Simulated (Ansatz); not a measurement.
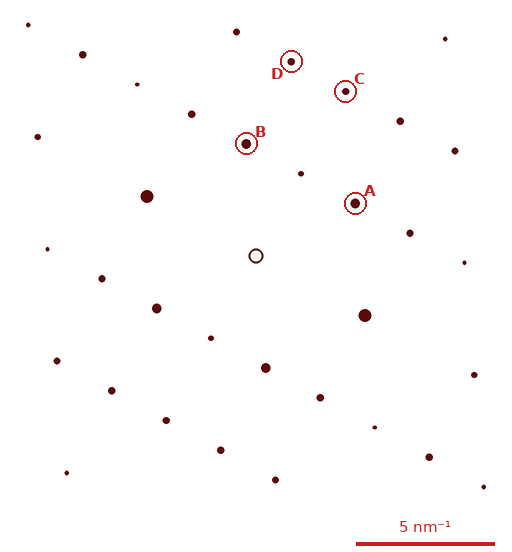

Kinematic zone-axis pattern, calculated for 200 keV electrons with B = 1 Å². The zone axis points towards the electron source and the pattern is seen from the source side.

The sample is PtSe2, space group I4/mcm (No. 140), a = 5.89 Å, c = 6.76 Å. Structure: the end point of a relaxation with DFT PBE, scalar-relativistic, plane waves, PAW in Ansatz; the starting structure was generated, so it need not be a known form of this composition.

```json
{"atom": "Pt", "site": "4a", "symmetry": "422", "x": "0.0000", "y": "0.0000", "z": "0.2500"}
{"atom": "Se", "site": "8h", "symmetry": "m.2m", "x": "0.1785", "y": "0.6785", "z": "0.0000"}
```

Spot A is indexed -1 -2 1 and spot B 1 -2 -1.

Index the other marked spots.

C = A + B = 0 -4 0 (d = 1.472 Å). D = (1/2)A + (3/2)B = 1 -4 -1 (d = 1.397 Å).

Which zone axis is this?

The cross product of A and B is parallel to [101]; every spot obeys hu + kv + lw = 0.

What are the spacings of A and B and the angle between them?

d(A) = 2.454 Å, d(B) = 2.454 Å, and the angle is 67.1°.
